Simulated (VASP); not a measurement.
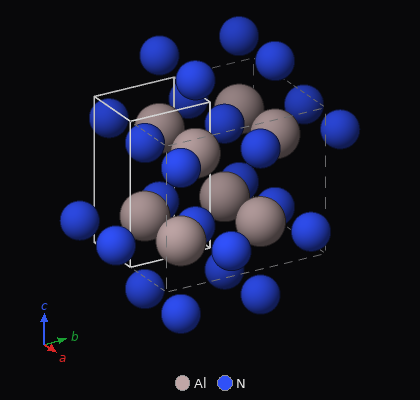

AlN, space group P6_3/mmc (No. 194), a = 3.312 Å, b = 3.312 Å, c = 4.188 Å, α = 90.00°, β = 90.00°, γ = 120.00°. Source: a cell listed in the Materials Project, as set up for an electronic-structure calculation. Forms under 0.4 % of the area are left out.

Which faces does the BFDH rule predict for this crystal?

Answer. The forms computed, by share of the surface:

```
 form  faces  d (Å)  share of area (%)
{100}      6  2.868               46.9
{101}     12  2.366               43.5
{002}      2  2.094                9.6
```

Widths along a, b and c stand as 1.00 : 1.00 : 1.19.

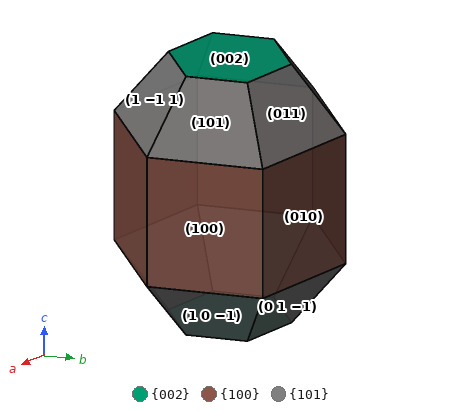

The computed shape, faces indexed. The rule is geometric and ignores bonding and growth conditions.
